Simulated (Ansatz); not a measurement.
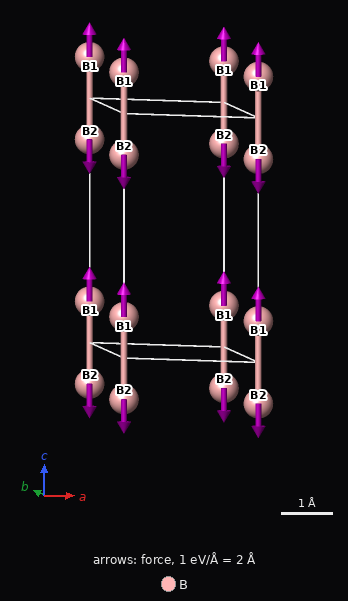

Starting geometry of solid B (a generated structure, set up in P6/mmm) (coarse preliminary run) with the computed forces as purple arrows. A ball-and-stick model of the cell of the calculation, seen slightly off an axis.

The calculation used DFT PBE, scalar-relativistic, plane waves, PAW in Ansatz. Set-up: plane-wave cutoff 420 eV; k-point mesh 6 × 6 × 4; occupations gaussian; smearing width 0.1 eV; no spin polarisation; cell and atoms relaxed; force threshold 0.04 eV/Å; at most 70 steps.

What follows when this structure is relaxed?

Answer. It isn't relaxed: the largest force vector, on B atoms, is 0.35 eV/Å. Measured relative to the changing cell, the final displacements run against the starting forces (cosine between the two patterns −1.00). The largest moves relative to the cell, 0.078 Å, are those of B1 and B2. B1 goes along −c. The volume changes by −47.1 %, with a = b 2.771 → 1.875 Å (−32.3 %), c 4.884 → 5.642 Å (+15.5 %). Near-neighbour distances that change, for instance: B1–B1 2.771 → 1.875 Å, B1–B2 1.651 → 1.751 Å. The space group stays P6/mmm (No. 191). Over 14 accepted moves (16 points after the start) the energy falls by 4.001 eV per cell of the calculation. Largest force component: 0.35 eV/Å at the start, 0.0053 eV/Å at the end. Pressure: −16.52 GPa at the start and 0.13 GPa at the end. At 2 points the geometry stayed and the basis and grid were re-selected for the new cell (energy shift of 1.9 meV per cell of the calculation at most each time).

Limits of the set-up: the k-point mesh is coarse for a cell with partly filled bands.
